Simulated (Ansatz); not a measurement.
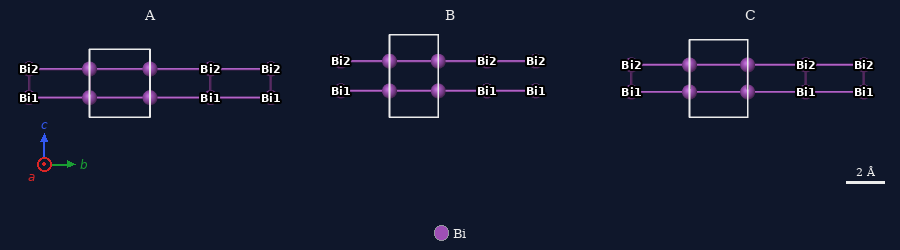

3 geometries from one relaxation of a crystal of Bi (a generated structure, set up in Pmma) (coarse preliminary run), in shuffled order. A ball-and-stick model of the cell of the calculation, repeated 1 × 2 × 1 with one cell outlined, seen along the a axis.

The calculation used Ansatz, DFT PBE, scalar-relativistic, plane waves, PAW. Settings: plane-wave cutoff 420 eV; k-point mesh 4 × 6 × 4; occupations gaussian; smearing width 0.1 eV; no spin polarisation; cell and atoms relaxed; force threshold 0.04 eV/Å; at most 70 steps.

Q: Order the frames from highest to lowest energy.

A: B, C, A. They are steps 0, 4, 12, at +1684 meV per atom, +198 meV per atom relative to the last. The largest moves relative to the cell, 0.11 Å, are those of Bi1 and Bi2. Bi1 goes along −c. Cell: a 6.782 → 5.893 Å (−13.1 %), b 2.575 → 3.195 Å (+24.1 %), c 4.364 → 3.599 Å (−17.5 %). Volume −11.1 %. Among the contacts that change: Bi1–Bi2 4.392 → 3.611 Å, Bi1–Bi1 4.364 → 3.599 Å, Bi1–Bi1 (another image) 2.575 → 3.195 Å, Bi1–Bi2 (another image) 3.737 → 3.312 Å. The space group stays Pmma (No. 51). Over 10 accepted moves (12 points after the start) the energy falls by 1684 meV per atom. Largest force component: 0.045 eV/Å at the start, 0.017 eV/Å at the end. Pressure: 15.05 GPa at the start and 0.05 GPa at the end. At 2 points the geometry stayed and the basis and grid were re-selected for the new cell (energy shift of 16.4 meV per atom at most each time).

Limits of the set-up: the k-point mesh is coarse for a cell with partly filled bands.
